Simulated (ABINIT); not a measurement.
## Run report: TiAl3, geometry relaxation (part 1 of 3)

System: TiAl3 (I4/mmm, 4 atoms in the cell).
Method: Kohn-Sham DFT of a periodic cell, PBEsol, JTH PAW PBE v2.0, no spin polarisation (ABINIT 10.8.3).

The structure derives from a Materials Project entry.

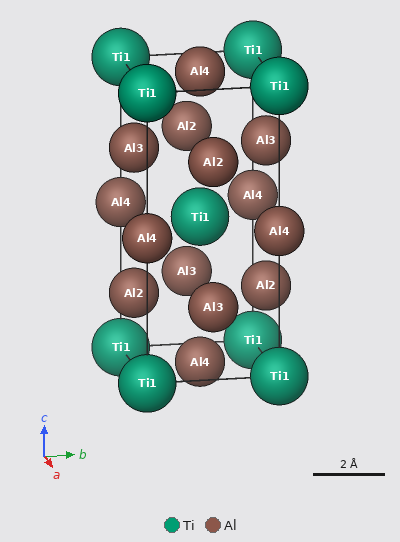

Fig. 1: The input geometry (spheres-only view of the cell 2 times as large as that of the calculation, set on its symmetry axes, seen slightly off an axis; atoms are numbered from 1 in the order of the input). An atom can appear more than once, as a periodic image.

**Input**
```
pp_dirpath "./"
pseudos "Ti.GGA_PBE-JTH.xml, Al.GGA_PBE-JTH.xml"

acell 5.0624878778 5.0624878778 5.0624878778 Angstrom
rprim
    -0.3775034760     0.3775034760     0.8455662311
     0.3775034760    -0.3775034760     0.8455662311
     0.3775034760     0.3775034760    -0.8455662311
ntypat 2
znucl 22 13
natom 4
typat 1 2 2 2
xred
     0.0000000000     0.0000000000     0.0000000000
     0.2500000000     0.7500000000     0.5000000000
     0.7500000000     0.2500000000     0.5000000000
     0.5000000000     0.5000000000     0.0000000000
chkprim 0
chksymtnons 0
tolsym 1.0e-6

ecut 15.0
pawecutdg 30.0
pawxcdev 0

kptopt 1
ngkpt 10 10 10
nshiftk 1
shiftk 0.0 0.0 0.0

ixc -116133

nband 15
occopt 3
tsmear 0.00183747

nstep 100
tolvrs 1.0e-9

iomode 3
prtwf 0
prtden 0
prteig 0
prtebands 0
enunit 2

ionmov 2
ntime 60
tolmxf 5.0e-5
optcell 2
dilatmx 1.08
ecutsm 0.5
```

Hardware: 1 thread of Arm Neoverse V1, 24 GiB of memory available, shared host.

Run as:
```bash
abinit run.abi > log 2>&1
```

**Output**
```
.Version 10.8.3 of ABINIT
 Symmetries : space group I4/m m m (#139); Bravais tI (body-center tetrag.)
================================================================================
 Values of the parameters that define the memory need of the present run
     intxc =       0    ionmov =       2      iscf =      17    lmnmax =      18
     lnmax =       6     mgfft =      40  mpssoang =       3    mqgrid =    3001
     natom =       4  nloc_mem =       2    nspden =       1   nspinor =       1
    nsppol =       1      nsym =      16    n1xccc =       1    ntypat =       2
    occopt =       3   xclevel =       2
       mpw =        1500          nfft =       64000          nkpt =         102
 PAW method is used; the additional fine FFT grid is defined by:
   mgfftf=        54    nfftf =    157464
================================================================================
================================================================================

--------------------------------------------------------------------------------
------------- Echo of variables that govern the present computation ------------
--------------------------------------------------------------------------------
 -outvars: echo values of preprocessed input variables --------
            acell      9.5667156048E+00  9.5667156048E+00  9.5667156048E+00 Bohr
              amu      4.78800000E+01  2.69815390E+01
          chkprim           0
      chksymtnons           0
          dilatmx      1.08000000E+00
             ecut      1.50000000E+01 Hartree
           ecutsm      5.00000000E-01 Hartree
           enunit           2
           ionmov           2
                       outvar_i_n : Printing only first  50 k-points.
              ixc     -116133
                       outvar_i_n : Printing only first  50 k-points.
         kptrlatt       10    0    0      0   10    0      0    0   10
          kptrlen      7.22293679E+01
            natom           4
            nband          15
            ngfft          40      40      40
          ngfftdg          54      54      54
             nkpt         102
            nstep         100
             nsym          16
            ntime          60
           ntypat           2
                       prtocc : prtvol=0, do not print more k-points.
           occopt           3
          optcell           2
        pawecutdg      3.00000000E+01 Hartree
         pawxcdev           0
           prtden           0
        prtebands           0
           prteig           0
            prtwf           0
            rprim     -3.7750347600E-01  3.7750347600E-01  8.4556623110E-01
                       3.7750347600E-01 -3.7750347600E-01  8.4556623110E-01
                       3.7750347600E-01  3.7750347600E-01 -8.4556623110E-01
          spgroup         139
           tolsym      1.00000000E-06
           tolvrs      1.00000000E-09
           tsmear      1.83747000E-03 Hartree
            typat      1  2  2  2
           useylm           1
                       outvars : Printing only first  50 k-points.
           xangst      0.0000000000E+00  0.0000000000E+00  0.0000000000E+00
                       1.9111067711E+00  1.1413207662E-17  2.1403343974E+00
                       1.1413207662E-17  1.9111067711E+00  2.1403343974E+00
                      -6.4272269677E-18  3.9225603681E-17  4.2806687948E+00
            xcart      0.0000000000E+00  0.0000000000E+00  0.0000000000E+00
                       3.6114683947E+00  2.1567836700E-17  4.0446458290E+00
                       2.1567836700E-17  3.6114683947E+00  4.0446458290E+00
                      -1.2145698718E-17  7.4125648081E-17  8.0892916579E+00
             xred      0.0000000000E+00  0.0000000000E+00  0.0000000000E+00
                       2.5000000000E-01  7.5000000000E-01  5.0000000000E-01
                       7.5000000000E-01  2.5000000000E-01  5.0000000000E-01
                       5.0000000000E-01  5.0000000000E-01  8.5809901388E-18
            znucl       22.00000   13.00000

================================================================================

 chkinp: Checking input parameters for consistency.

================================================================================
== DATASET  1 ==================================================================

--- !DatasetInfo
iteration_state: {dtset: 1, }
dimensions: {natom: 4, nkpt: 102, mband: 15, nsppol: 1, nspinor: 1, nspden: 1, mpw: 1500, }
cutoff_energies: {ecut:  15.0, pawecutdg:  30.0, }
electrons: {nelect:   2.10000000E+01, charge:   0.00000000E+00, occopt:   3.00000000E+00, tsmear:   1.83747000E-03, }
meta: {optdriver: 0, ionmov: 2, optcell: 2, iscf: 17, paral_kgb: 0, }
...

 Real(R)+Recip(G) space primitive vectors, cartesian coordinates (Bohr,Bohr^-1):
 R(1)= -3.6114684  3.6114684  8.0892917  G(1)=  0.0000000  0.1384478  0.0618101
 R(2)=  3.6114684 -3.6114684  8.0892917  G(2)=  0.1384478  0.0000000  0.0618101
 R(3)=  3.6114684  3.6114684 -8.0892917  G(3)=  0.1384478  0.1384478  0.0000000
 Unit cell volume ucvol=  4.2202495E+02 bohr^3
 Angles (23,13,12)=  1.35641745E+02  1.35641745E+02  6.45346926E+01 degrees

 Coarse grid specifications (used for wave-functions):

 getcut: wavevector=  0.0000  0.0000  0.0000  ngfft=  40  40  40
         ecut(hartree)=     17.496   => boxcut(ratio)=   2.22178

 getcut : COMMENT -
  Note that boxcut > 2.2 ; recall that boxcut=Gcut(box)/Gcut(sphere) = 2
  is sufficient for exact treatment of convolution.
  Such a large boxcut is a waste : you could raise ecut
  e.g. ecut=   21.591466 Hartrees makes boxcut=2

 Fine grid specifications (used for densities):

 getcut: wavevector=  0.0000  0.0000  0.0000  ngfft=  54  54  54
         ecut(hartree)=     34.992   => boxcut(ratio)=   2.12040

--- Pseudopotential description ------------------------------------------------
- pspini: atom type   1  psp file is ./Ti.GGA_PBE-JTH.xml
 Pseudopotential format is: paw10
 basis_size (lnmax)=  6 (lmn_size= 18), orbitals=   0   0   1   1   2   2
 Spheres core radius: rc_sph= 2.30802695
 Shapefunction is BESSEL type: shapef(r,l)=aa(1,l)*jl(q(1,l)*r)+aa(2,l)*jl(q(2,l)*r)
 Radius for shape functions =  2.01037111
 Compensation charge density is not taken into account in XC energy/potential

- pspini: atom type   2  psp file is ./Al.GGA_PBE-JTH.xml
 Pseudopotential format is: paw10
 basis_size (lnmax)=  4 (lmn_size=  8), orbitals=   0   0   1   1
 Spheres core radius: rc_sph= 1.90363307
 Shapefunction is SIN type: shapef(r)=[sin(pi*r/rshp)/(pi*r/rshp)]**2
 Radius for shape functions =  1.60786206
 Compensation charge density is not taken into account in XC energy/potential

   3.05322371E+02                                ecore*ucvol(ha*bohr**3)
--------------------------------------------------------------------------------

================================================================================

=== [ionmov= 2] Broyden-Fletcher-Goldfarb-Shanno method (forces)
================================================================================

--- Iteration: ( 1/60) Internal Cycle: (1/1)
--------------------------------------------------------------------------------

---SELF-CONSISTENT-FIELD CONVERGENCE--------------------------------------------

--- !BeginCycle
iteration_state: {dtset: 1, itime: 1, icycle: 1, }
solver: {iscf: 17, nstep: 100, nline: 4, wfoptalg: 10, }
tolerances: {tolvrs: 1.00E-09, }
...

     iter   Etot(hartree)      deltaE(h)  residm     nres2
 ETOT  1  -63.695688080827    -6.370E+01 4.542E+00 2.359E+01
 ETOT  2  -65.006990352567    -1.311E+00 5.978E-02 2.641E+01
 ETOT  3  -64.965681393523     4.131E-02 6.089E-02 3.097E+00
 ETOT  4  -64.965391916162     2.895E-04 5.317E-02 7.159E-01
 ETOT  5  -64.964271986407     1.120E-03 1.617E-02 1.037E-01
 ETOT  6  -64.964138972051     1.330E-04 5.195E-03 5.140E-04
 ETOT  7  -64.964142716711    -3.745E-06 3.237E-03 2.184E-04
 ETOT  8  -64.964142279843     4.369E-07 7.948E-04 4.827E-05
 ETOT  9  -64.964142194350     8.549E-08 1.260E-03 3.124E-07
 ETOT 10  -64.964142195000    -6.499E-10 5.329E-04 5.235E-08
 ETOT 11  -64.964142194788     2.117E-10 4.491E-03 4.016E-09
 ETOT 12  -64.964142194782     5.798E-12 4.979E-04 3.167E-10

 At SCF step   12       nres2   =  3.17E-10 < tolvrs=  1.00E-09 =>converged.

 Cartesian components of stress tensor (hartree/bohr^3)
  sigma(1 1)=  3.07899688E-06  sigma(3 2)=  0.00000000E+00
  sigma(2 2)=  3.07899688E-06  sigma(3 1)=  0.00000000E+00
  sigma(3 3)=  5.05591715E-06  sigma(2 1)=  0.00000000E+00

--- !ResultsGS
iteration_state: {dtset: 1, itime: 1, icycle: 1, }
comment   : Summary of ground state results
lattice_vectors:
- [ -3.6114684,   3.6114684,   8.0892917, ]
- [  3.6114684,  -3.6114684,   8.0892917, ]
- [  3.6114684,   3.6114684,  -8.0892917, ]
lattice_lengths: [   9.56672,    9.56672,    9.56672, ]
lattice_angles: [135.642, 135.642,  64.535, ] # degrees, (23, 13, 12)
lattice_volume:   4.2202495E+02
convergence: {deltae:  5.798E-12, res2:  3.167E-10, residm:  4.979E-04, diffor: null, }
etotal    :  -6.49641422E+01
entropy   :   0.00000000E+00
fermie    :   3.21697119E-01
cartesian_stress_tensor: # hartree/bohr^3
- [  3.07899688E-06,   0.00000000E+00,   0.00000000E+00, ]
- [  0.00000000E+00,   3.07899688E-06,   0.00000000E+00, ]
- [  0.00000000E+00,   0.00000000E+00,   5.05591715E-06, ]
pressure_GPa:  -1.0997E-01
xred      :
- [  0.0000E+00,   0.0000E+00,   0.0000E+00, Ti]
- [  2.5000E-01,   7.5000E-01,   5.0000E-01, Al]
- [  7.5000E-01,   2.5000E-01,   5.0000E-01, Al]
- [  5.0000E-01,   5.0000E-01,   8.5810E-18, Al]
cartesian_forces: # hartree/bohr
- [ -4.43690360E-32,  -0.00000000E+00,  -1.98085788E-32, ]
- [  8.29359674E-31,   8.73728710E-31,  -1.98085788E-32, ]
- [ -7.40621602E-31,  -8.73728710E-31,   5.94257364E-32, ]
- [ -4.43690360E-32,  -0.00000000E+00,  -1.98085788E-32, ]
force_length_stats: {min:   4.85900314E-32, max:   1.20483680E-30, mean:   6.12237283E-31, }
...

 Integrated electronic density in atomic spheres:
 ------------------------------------------------
 Atom  Sphere_radius  Integrated_density
    1        2.30803         10.22590396
    2        1.90363          0.77433819
    3        1.90363          0.77433819
    4        1.90363          0.79242315

---OUTPUT-----------------------------------------------------------------------

 Cartesian coordinates (xcart) [bohr]
  0.00000000000000E+00  0.00000000000000E+00  0.00000000000000E+00
  3.61146839470416E+00  2.15678366997010E-17  4.04464582896551E+00
  2.15678366997010E-17  3.61146839470416E+00  4.04464582896551E+00
 -1.21456987180042E-17  7.41256480807997E-17  8.08929165793101E+00
 Reduced coordinates (xred)
  0.00000000000000E+00  0.00000000000000E+00  0.00000000000000E+00
  2.50000000000000E-01  7.50000000000000E-01  5.00000000000000E-01
  7.50000000000000E-01  2.50000000000000E-01  5.00000000000000E-01
  5.00000000000000E-01  5.00000000000000E-01  8.58099013875944E-18
 Cartesian forces (fcart) [Ha/bohr]; max,rms= 8.73729E-31 4.80608E-31 (free atoms)
 -4.43690360430648E-32 -0.00000000000000E+00 -1.98085788161583E-32
  8.29359673728057E-31  8.73728709771122E-31 -1.98085788161583E-32
 -7.40621601641928E-31 -8.73728709771122E-31  5.94257364484748E-32
 -4.43690360430648E-32 -0.00000000000000E+00 -1.98085788161583E-32
 Gradient of E wrt nuclear positions in reduced coordinates (gred)
 -1.30363989688839E-49  3.20474742746036E-31  1.30363989688839E-49
  1.30752600387889E-46  3.20474742746036E-31 -6.31088724176809E-30
  4.49148189585281E-47 -9.61424228238108E-31  6.31088724176809E-30
 -1.30363989688839E-49  3.20474742746036E-31  1.30363989688839E-49
 Scale of Primitive Cell (acell) [bohr]
  9.56671560477010E+00  9.56671560477010E+00  9.56671560477010E+00
 Real space primitive translations (rprimd) [bohr]
 -3.61146839470416E+00  3.61146839470416E+00  8.08929165793101E+00
  3.61146839470416E+00 -3.61146839470416E+00  8.08929165793101E+00
  3.61146839470416E+00  3.61146839470416E+00 -8.08929165793101E+00
 Unitary Cell Volume (ucvol) [Bohr^3]=  4.22024945554396E+02
 Angles (23,13,12)= [degrees]
  1.35641744602609E+02  1.35641744602609E+02  6.45346926023317E+01
 Lengths [Bohr]
  9.56671560458271E+00  9.56671560458271E+00  9.56671560458271E+00
 Stress tensor in cartesian coordinates (strten) [Ha/bohr^3]
  3.07899687508563E-06  0.00000000000000E+00  0.00000000000000E+00
  0.00000000000000E+00  3.07899687508606E-06  0.00000000000000E+00
  0.00000000000000E+00  0.00000000000000E+00  5.05591714577936E-06
 Total energy (etotal) [Ha]= -6.49641421947823E+01

--- Iteration: ( 2/60) Internal Cycle: (1/1)
--------------------------------------------------------------------------------

---SELF-CONSISTENT-FIELD CONVERGENCE--------------------------------------------

--- !BeginCycle
iteration_state: {dtset: 1, itime: 2, icycle: 1, }
solver: {iscf: 17, nstep: 100, nline: 4, wfoptalg: 10, }
tolerances: {tolvrs: 1.00E-09, }
...

     iter   Etot(hartree)      deltaE(h)  residm     nres2
 ETOT  1  -64.964149482671    -6.496E+01 1.773E-01 3.452E-03
 ETOT  2  -64.964158593701    -9.111E-06 3.614E-03 9.316E-03
 ETOT  3  -64.964142316758     1.628E-05 5.985E-02 6.835E-05
 ETOT  4  -64.964142695671    -3.789E-07 3.604E-03 9.987E-06
 ETOT  5  -64.964142684117     1.155E-08 5.046E-03 9.753E-08
 ETOT  6  -64.964142684145    -2.805E-11 1.302E-02 7.389E-08
 ETOT  7  -64.964142684005     1.400E-10 1.531E-02 9.323E-10

 At SCF step    7       nres2   =  9.32E-10 < tolvrs=  1.00E-09 =>converged.

 Cartesian components of stress tensor (hartree/bohr^3)
  sigma(1 1)=  1.87349892E-06  sigma(3 2)=  0.00000000E+00
  sigma(2 2)=  1.87349892E-06  sigma(3 1)=  0.00000000E+00
  sigma(3 3)=  3.54273069E-06  sigma(2 1)=  0.00000000E+00

--- !ResultsGS
iteration_state: {dtset: 1, itime: 2, icycle: 1, }
comment   : Summary of ground state results
lattice_vectors:
- [ -3.6111348,   3.6111348,   8.0880647, ]
- [  3.6111348,  -3.6111348,   8.0880647, ]
- [  3.6111348,   3.6111348,  -8.0880647, ]
lattice_lengths: [   9.56543,    9.56543,    9.56543, ]
lattice_angles: [135.640, 135.640,  64.538, ] # degrees, (23, 13, 12)
lattice_volume:   4.2188298E+02
convergence: {deltae:  1.400E-10, res2:  9.323E-10, residm:  1.531E-02, diffor: null, }
etotal    :  -6.49641427E+01
entropy   :   0.00000000E+00
fermie    :   3.21828703E-01
cartesian_stress_tensor: # hartree/bohr^3
- [  1.87349892E-06,   0.00000000E+00,   0.00000000E+00, ]
- [  0.00000000E+00,   1.87349892E-06,   0.00000000E+00, ]
- [  0.00000000E+00,   0.00000000E+00,   3.54273069E-06, ]
pressure_GPa:  -7.1490E-02
xred      :
- [ -1.2244E-33,  -7.3672E-33,  -6.1428E-33, Ti]
- [  2.5000E-01,   7.5000E-01,   5.0000E-01, Al]
- [  7.5000E-01,   2.5000E-01,   5.0000E-01, Al]
- [  5.0000E-01,   5.0000E-01,   8.5810E-18, Al]
cartesian_forces: # hartree/bohr
- [  1.93876466E-30,  -1.74761885E-30,   1.64588542E-30, ]
- [ -2.32105628E-30,  -1.14687487E-29,  -4.59628744E-30, ]
- [ -1.55647304E-30,   1.49639864E-29,   1.30451659E-30, ]
- [  1.93876466E-30,  -1.74761885E-30,   1.64588542E-30, ]
force_length_stats: {min:   3.08576066E-30, max:   1.51011675E-29, mean:   8.46107450E-30, }
...

 Integrated electronic density in atomic spheres:
 ------------------------------------------------
 Atom  Sphere_radius  Integrated_density
    1        2.30803         10.22711917
    2        1.90363          0.77840180
    3        1.90363          0.77840180
    4        1.90363          0.79226201

---OUTPUT-----------------------------------------------------------------------
```
